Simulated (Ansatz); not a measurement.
CdO

The calculation's input:

```
crystal:
  lattice:
    - [0.0, 2.3177461075, 2.3177461075]
    - [2.3177461075, 0.0, 2.3177461075]
    - [2.3177461075, 2.3177461075, 0.0]
  atoms:
    - { symbol: Cd, position: [0.0, 0.0, 0.0] }
    - { symbol: O, position: [0.5, 0.5, 0.5] }
hamiltonian:
  xc: wpbeh
  pseudopotentials: { kind: paw }
kpoints:
  mp_grid: { grid: [5, 5, 5] }
scf:
  occupations: { method: fermi_dirac, width: 0.05 }
output:
  forces: true
  stress: true
  eigenvalues: true
  write_density: true
  write_potential: true
  elf: true
  volumetric_format: npy
```

Command:

```sh
ansatz run input.yaml --threads 2 --pin off --max-ram 5632MiB --backend cpu --events-out ev --progress --plain --runs-dir out
```

Below, planes, directions and counts refer to the conventional cell (a = 4.64 Å, b = 4.64 Å, c = 4.64 Å, α = 90.00°, β = 90.00°, γ = 90.00°).

Space group Fm-3m; computed pressure about 8 GPa in this cell.

Theory: Kohn-Sham DFT of a periodic cell, wPBEh, Ansatz PAW (Ansatz 0.2.0).

Q: Predict the valence pseudo-density and electron localisation function between the atoms.

A: Cd–O (2.32 Å): ρ is about 0.38 e/Å³ halfway; the ELF peaks at about 0.80 in the valence shell of O, 0.6 Å from its nucleus, and drops to about 0.10 between the two atoms: no localised pair shows between them.

Q: Does the calculation give a band gap?

A: It is gapped, with a Kohn–Sham gap of 1.1 eV on the k-point mesh, an upper bound to the gap of this method.

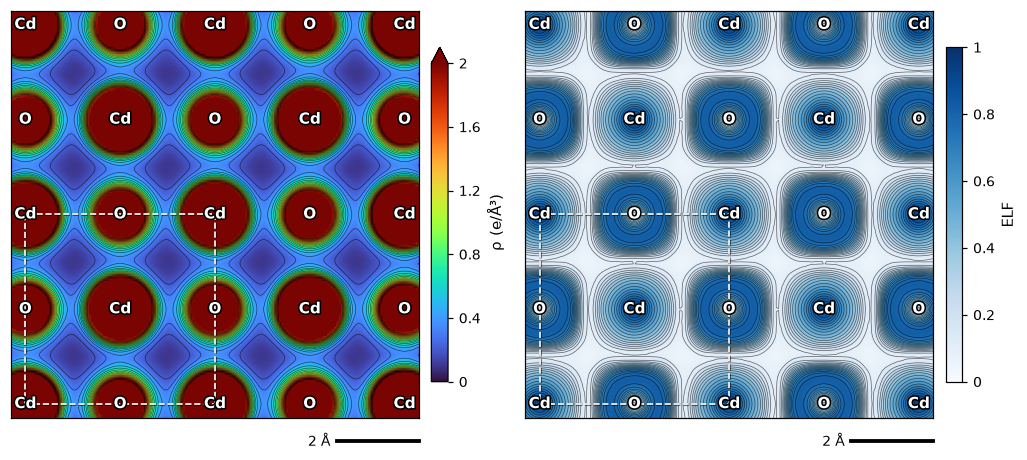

Computed valence pseudo-density and electron localisation function on the (010) plane of the conventional cell, in this order. 
